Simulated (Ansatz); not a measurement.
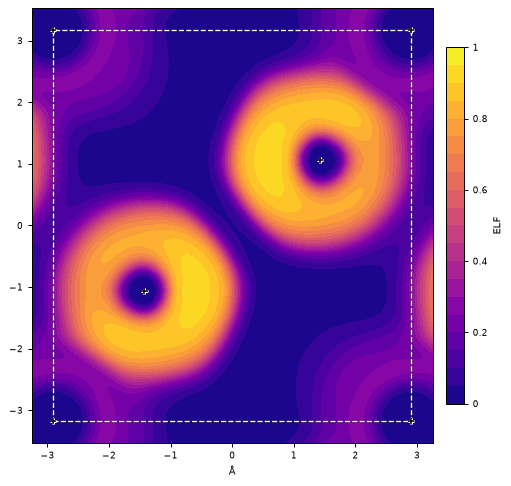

The electron localisation function on a plane through atoms (crosses mark nuclei in the plane).

Computed with DFT PBE+D3(BJ), scalar-relativistic, plane waves, PAW in Ansatz.

Candidates:
A. SnS2, a = 3.67 Å, b = 3.67 Å, c = 5.81 Å, α = 90.00°, β = 90.00°, γ = 120.00°. Space group P-3m1.
B. BN (slab), a = 2.51 Å, b = 2.51 Å, c = 32.61 Å, α = 90.00°, β = 90.00°, γ = 120.00°. 

Which candidate gave the map?

Answer. Candidate A: SnS2 on the (110) plane of the conventional cell, which holds Sn and S. Sn–S (2.58 Å): the ELF peaks at about 0.85 in the valence shell of S, 0.8 Å from its nucleus, and is about 0.55 at the midpoint.
